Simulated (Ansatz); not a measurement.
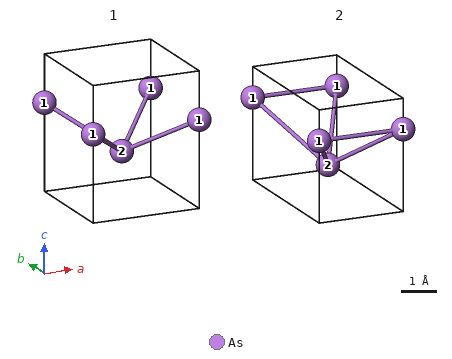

Two geometries of solid As (a generated structure, set up in Pmmn), drawn at one scale. One is the start of a relaxation, the other its converged end. Style: ball-and-stick. Shown: the cell of the calculation, from a free direction.

The calculation used Ansatz 0.2.0, DFT PBE, scalar-relativistic, plane waves, PAW. Set-up: plane-wave cutoff 420 eV; k-point mesh 20 × 12 × 16; occupations gaussian; smearing width 0.1 eV; no spin polarisation; cell and atoms relaxed; force threshold 0.01 eV/Å; at most 80 steps.

Q: Which of the two is the end point?

A: Structure 1 is the relaxed one. The largest moves relative to the cell, 0.34 Å, are those of As1 and As2. As1 goes along −c. The drawn cell changes as follows: a 2.646 → 3.343 Å (+26.3 %), b 4.540 → 3.325 Å (−26.8 %), c 3.395 → 4.125 Å (+21.5 %); the volume changes by +12.4 %. Some distances before and after: As1–As1 4.540 → 3.325 Å, As1–As1 (another image) 2.646 → 3.343 Å, As1–As2 3.216 → 3.758 Å, As1–As2 (another image) 3.046 → 2.645 Å. The space group stays Pmmn (No. 59). The energy falls by 0.459 eV per cell of the calculation in 15 accepted moves (19 points after the start). Largest force component: 0.027 eV/Å at the start, 0.00063 eV/Å at the end. The pressure goes from −0.62 to 0.00 GPa. The line search rejected the trial steps at points 7, 16 of the run. The SCF was repeated twice at an unchanged geometry on a basis and grid sized afresh for the cell, which shifted the energy by 49.8 meV per cell of the calculation at most.
